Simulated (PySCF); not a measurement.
**Spin–spin coupling calculation of C₃H₆O**

- system: C₃H₆O (acetone), SMILES CC(C)=O
- method: PBE0/pcJ-1 indirect spin-spin coupling, non-relativistic, gas phase (PySCF 2.14.0)

The geometry comes from this level: PBE0-D3(BJ)/def2-SVP. Figures and captions count atoms from 1; the log counts them from 0 in places.

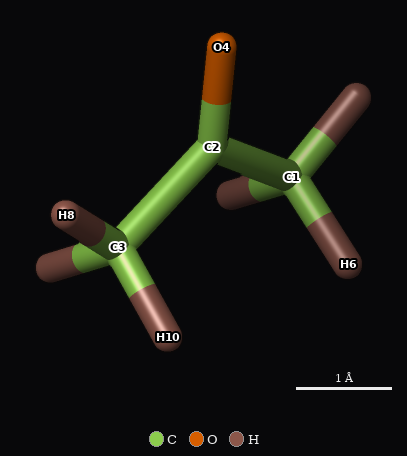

*The structure as given in the input (stick view, seen at a tilt; atoms are numbered from 1 in the order of the input).*

### Input file
```
{"job": {"kind": "j", "xc": "PBE0", "basis": "pcJ-1"}, "charge": 0, "multiplicity": 1}
C     -1.272676    -0.122551    -0.189876
C     -0.028384     0.127329     0.629032
C      1.286361     0.062041    -0.111772
O     -0.081393     0.363523     1.811464
H     -1.233234    -1.121296    -0.653508
H     -1.343594     0.606818    -1.012592
H     -2.160114    -0.045889     0.450401
H      2.112712     0.264654     0.580608
H      1.419699    -0.930772    -0.570552
H      1.300624     0.796145    -0.933206
```

The first line tells a small driver script what to run in PySCF; the rest is the geometry in Å.

Launch command:
```bash
OMP_NUM_THREADS=1 python <driver script> task.json out
```

### What the program printed
```
coarse grid: 8064 points
cycle   1  E = -192.7767757079  dE =  3.548e-01  |g| = 7.828e-01  |ddm| = 2.365e+00
cycle   2  E = -192.4193973734  dE =  3.574e-01  |g| = 1.582e+00  |ddm| = 2.461e+00
cycle   3  E = -192.8947343261  dE = -4.753e-01  |g| = 1.529e-01  |ddm| = 1.914e+00
cycle   4  E = -192.8998226723  dE = -5.088e-03  |g| = 5.217e-02  |ddm| = 1.329e-01
cycle   5  E = -192.9004276808  dE = -6.050e-04  |g| = 5.884e-03  |ddm| = 3.762e-02
cycle   6  E = -192.9004333945  dE = -5.714e-06  |g| = 2.047e-03  |ddm| = 4.289e-03
final grid: 77064 points
cycle   7  E = -192.9346820985  dE = -6.685e-05  |g| = 1.315e-02  |ddm| = 1.742e-02
cycle   8  E = -192.9345952591  dE =  8.684e-05  |g| = 2.531e-02  |ddm| = 2.715e-02
cycle   9  E = -192.9347124158  dE = -1.172e-04  |g| = 1.881e-03  |ddm| = 1.959e-02
cycle  10  E = -192.9347131039  dE = -6.881e-07  |g| = 3.157e-04  |ddm| = 1.278e-03
cycle  11  E = -192.9347131267  dE = -2.282e-08  |g| = 3.248e-05  |ddm| = 2.758e-04
cycle  12  E = -192.9347131269  dE = -2.537e-10  |g| = 1.016e-05  |ddm| = 5.574e-05
```

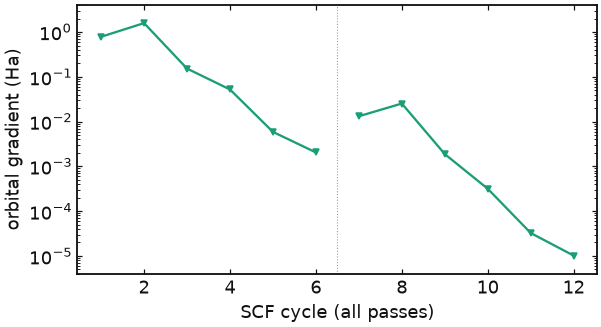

*Convergence of the self-consistent field: orbital gradient against the SCF cycle. The dotted line marks the change from a coarse to the final integration grid.*

The first 6 cycles use a coarse grid, the final grid takes over at cycle 7, and the field converges after 12 cycles in all.

```
converged SCF energy = -192.9347131269

Indirect spin-spin couplings (Hz)
  i      j    bonds     total        FC       PSO       DSO        SD
  0 C    1 C    1     41.096    42.709    -1.847     0.235         -
  0 C    2 C    2     17.804    18.105    -0.280    -0.022         -
  0 C    3 O    2     -1.799    -3.534     1.687     0.048         -
  0 C    4 H    1    122.187   120.265     1.302     0.620         -
  0 C    5 H    1    122.033   120.110     1.303     0.620         -
  0 C    6 H    1    133.926   132.370     0.933     0.623         -
  0 C    7 H    3      5.121     5.152     0.453    -0.483         -
  0 C    8 H    3     -0.259    -0.240     0.036    -0.055         -
  0 C    9 H    3     -0.244    -0.226     0.034    -0.052         -
  1 C    2 C    1     41.057    42.669    -1.847     0.235         -
  1 C    3 O    1     33.627    13.623    20.070    -0.066         -
  1 C    4 H    2     -5.817    -5.716    -0.083    -0.017         -
  1 C    5 H    2     -5.831    -5.727    -0.088    -0.017         -
  1 C    6 H    2     -6.742    -6.323    -0.337    -0.082         -
  1 C    7 H    2     -6.751    -6.331    -0.338    -0.082         -
  1 C    8 H    2     -5.826    -5.727    -0.082    -0.017         -
  1 C    9 H    2     -5.834    -5.728    -0.089    -0.017         -
  2 C    3 O    2     -1.815    -3.551     1.688     0.048         -
  2 C    4 H    3     -0.257    -0.239     0.035    -0.054         -
  2 C    5 H    3     -0.247    -0.229     0.034    -0.052         -
  2 C    6 H    3      5.124     5.154     0.453    -0.483         -
  2 C    7 H    1    133.950   132.395     0.932     0.623         -
  2 C    8 H    1    122.222   120.300     1.302     0.620         -
  2 C    9 H    1    122.034   120.111     1.303     0.620         -
  3 O    4 H    3     -2.133    -2.598     0.184     0.280         -
  3 O    5 H    3     -2.152    -2.622     0.188     0.282         -
  3 O    6 H    3     -1.198    -1.852     0.616     0.037         -
  3 O    7 H    3     -1.203    -1.857     0.617     0.037         -
  3 O    8 H    3     -2.131    -2.595     0.183     0.280         -
  3 O    9 H    3     -2.156    -2.627     0.189     0.282         -
  4 H    5 H    2    -20.433   -20.570     2.581    -2.445         -
  4 H    6 H    2    -13.825   -13.913     2.788    -2.700         -
  4 H    8 H    4      0.766     0.765    -0.972     0.973         -
  4 H    9 H    4     -0.972    -0.881     0.582    -0.673         -
  5 H    6 H    2    -13.780   -13.868     2.786    -2.698         -
  5 H    8 H    4     -0.969    -0.878     0.588    -0.679         -
  5 H    9 H    4      0.788     0.785    -0.990     0.993         -
  6 H    7 H    4      3.529     3.641     1.761    -1.872         -
  7 H    8 H    2    -13.828   -13.917     2.790    -2.701         -
  7 H    9 H    2    -13.757   -13.845     2.788    -2.699         -
  8 H    9 H    2    -20.421   -20.557     2.583    -2.446         -
```

### Results in brief

```json
{"quantity": "outcome", "value": "converged"}
{"quantity": "total energy", "value": "−192.934713 hartree"}
{"quantity": "HOMO", "value": "−7.23 eV"}
{"quantity": "LUMO", "value": "−0.33 eV"}
{"quantity": "dipole moment", "value": "3.01 D"}
{"quantity": "hardware", "value": "1 CPU thread, shared host"}
{"quantity": "wall time", "value": "14 s"}
{"quantity": "peak memory", "value": "0.71 GiB"}
```
